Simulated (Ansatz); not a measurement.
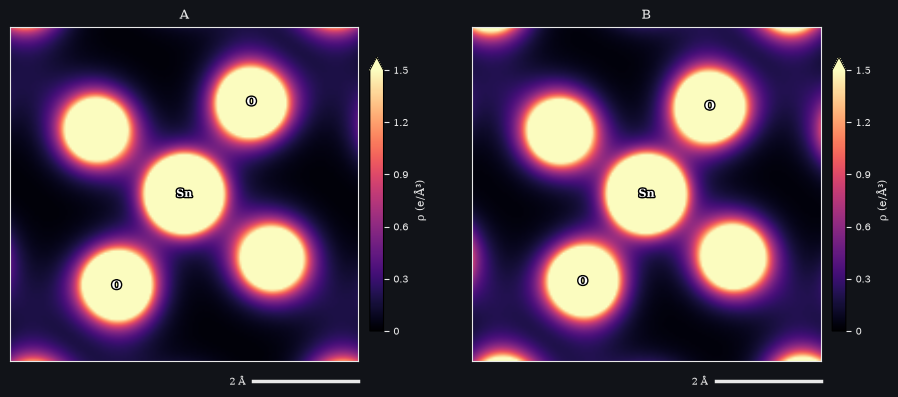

SnO2. The valence electron density of two cells that differ in size and shape, on the (111) plane of each (indices in the axes of the calculation cell), at one length scale and on one colour scale: A has 13.3 Å³ an atom and B 12.1.

These are results of DFT r2SCAN, scalar-relativistic, plane waves, PAW in Ansatz 0.2.0, not measurements.

In a PAW calculation such maps are meaningful between the atoms, not at the nuclei.

> What changes from the larger cell to the smaller?

From the larger cell to the smaller, Sn–O goes from 2.17 to 2.06 Å, and the density at its midpoint from 0.52 to 0.65 e/Å³; the pressure goes from −15 to 0.0 GPa; the Kohn–Sham gap goes from 0.89 eV to 1.8 eV.
